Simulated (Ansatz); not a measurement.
Sn: several calculations on one system

Part 1: Relaxation

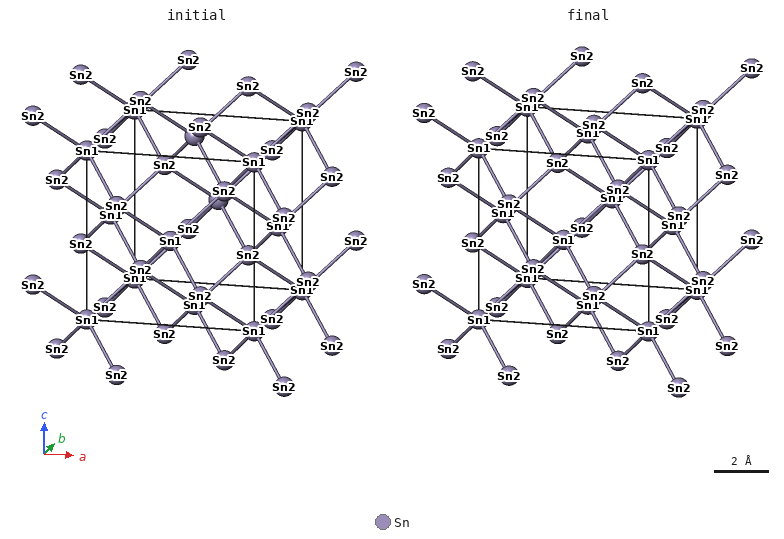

The structure of crystalline Sn (set up in Fd-3m) before (left) and after (right) a relaxation, at one scale.

Style: ball-and-stick. Shown: the conventional cell (4 times the calculation's cell), slightly off an axis. Lengths and directions refer to the drawn axes.

Method: DFT PBE, scalar-relativistic, plane waves, PAW in Ansatz 0.2.0.

Input
```yaml
crystal:
  lattice:
    - [0.0, 3.284986997, 3.284986997]
    - [3.284986997, 0.0, 3.284986997]
    - [3.284986997, 3.284986997, 0.0]
  atoms:
    - { symbol: Sn, position: [0.0, 0.0, 0.0] }
    - { symbol: Sn, position: [0.25, 0.25, 0.25] }
basis:
  ecutwfc: 420
kpoints:
  mp_grid: { grid: [12, 12, 12] }
hamiltonian:
  xc: pbe
scf:
  occupations: { method: gaussian, width: 0.1 }
output:
  forces: true
  stress: true
  eigenvalues: true
relax:
  adjacent_minimum: "off"
  f_tol: 0.005
  max_steps: 80
  cell: { stress_tol: 0.05 }
```

### What changed between the two?

After 2 accepted moves (3 points after the start) the energy has fallen by 6.4 meV per atom. All forces vanish by symmetry, so only the cell relaxes. Pressure: 1.52 GPa at the start and −0.04 GPa at the end. The SCF was repeated once at an unchanged geometry on a basis and grid sized afresh for the cell, which shifted the energy by 0.2 meV per atom at most. The atoms keep their places relative to the cell (all moves are under 0.005 Å). The drawn cell changes as follows: a = b = c 6.570 → 6.658 Å (+1.3 %); the volume changes by +4.1 %. Near-neighbour distances that change, for instance: Sn1–Sn2 2.845 → 2.883 Å. The space group stays Fd-3m (No. 227).

Part 2: Relaxation

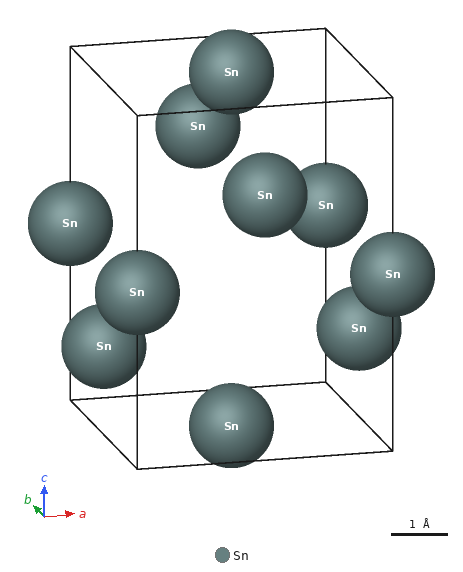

Crystalline Sn (set up in I4_1/amd), before the relaxation. Style: spheres-only. Shown: the cell of the calculation, slightly off an axis.

Case: biaxial strain in the a-b plane of +1.0 %; c and atoms relaxed.

All numbers below come from DFT PBE, scalar-relativistic, plane waves, PAW (Ansatz).

Input
```yaml
crystal:
  lattice:
    - [3.3623966989, 3.3623966989, 0.0]
    - [-3.3623966989, 3.3623966989, 0.0]
    - [0.0, 0.0, 6.6182620172]
  atoms:
    - { symbol: Sn, position: [0.0, 0.0, 0.5] }
    - { symbol: Sn, position: [0.0, 0.5, 0.25] }
    - { symbol: Sn, position: [0.5, 0.5, 0.0] }
    - { symbol: Sn, position: [0.5, 0.0, 0.75] }
basis:
  ecutwfc: 420
kpoints:
  mp_grid: { grid: [10, 10, 6] }
hamiltonian:
  xc: pbe
scf:
  occupations: { method: gaussian, width: 0.1 }
output:
  forces: true
  stress: true
  eigenvalues: true
relax:
  adjacent_minimum: "off"
  f_tol: 0.008
  max_steps: 40
  cell: { stress_tol: 0.015, fix: [a, b, gamma] }
```

Question: Where does the relaxation end?

Answer: The energy falls by 0.6 meV per cell of the calculation in 2 accepted moves (3 points after the start). All forces vanish by symmetry, so only the cell relaxes. The pressure goes from −0.54 to −0.38 GPa. At 1 point the geometry stayed and the basis and grid were re-selected for the new cell (energy shift of 0.1 meV per cell of the calculation at most each time). No atom moves by more than 0.005 Å relative to the cell. The volume changes by −0.5 %, with a = b unchanged at 4.755 Å, c 6.618 → 6.586 Å (−0.5 %). Near-neighbour distances that change, for instance: Sn1–Sn2 2.897 → 2.892 Å. The space group stays I4_1/amd (No. 141).

Part 3: Series

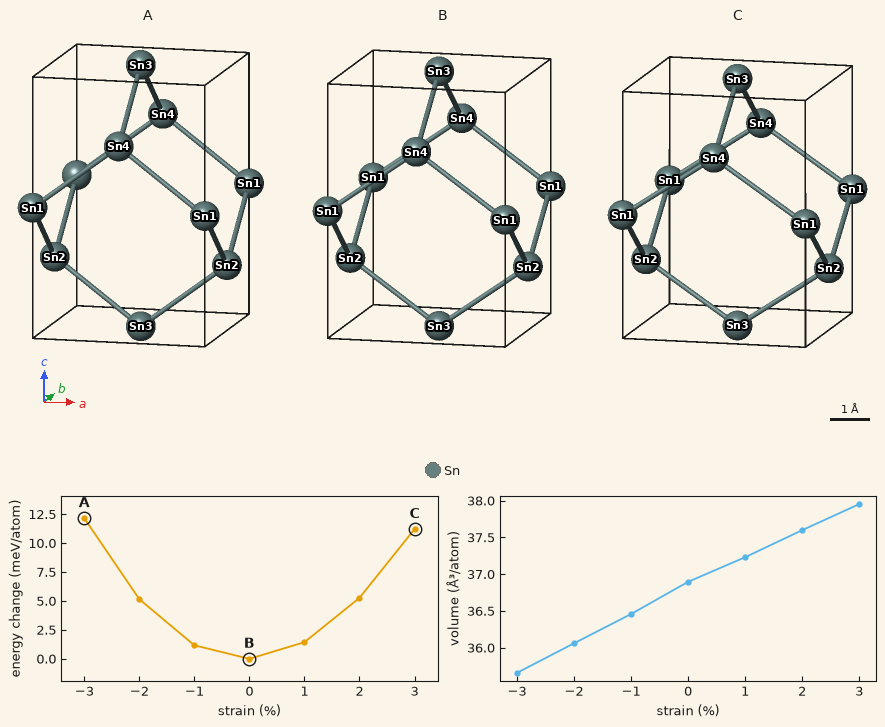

Members of a series of calculations on solid Sn (set up in Fd-3m), marked on the first curve. The picture is a ball-and-stick view of the cell of the calculation, seen slightly off an axis.

Method: DFT PBE, scalar-relativistic, plane waves, PAW in Ansatz. Settings: plane-wave cutoff 420 eV; k-point mesh 10 × 10 × 6; occupations gaussian; smearing width 0.1 eV; no spin polarisation.

**Which kind of strain is it, and how does the structure respond?**

Biaxial strain in the a–b plane, c and atoms relaxed. A (strain −3.0 %): energy change 12.2 meV/atom, volume 35.66 Å³ per atom. B (strain 0.0 %): energy change 0.0 meV/atom, volume 36.90 Å³ per atom. C (strain 3.0 %): energy change 11.2 meV/atom, volume 37.95 Å³ per atom. The rest compares A with C. The volume changes by +6.4 %, with a = b 4.567 → 4.849 Å (+6.2 %), c 6.839 → 6.456 Å (−5.6 %). Near-neighbour distances before and after: Sn–Sn 2.853 → 2.913 Å.
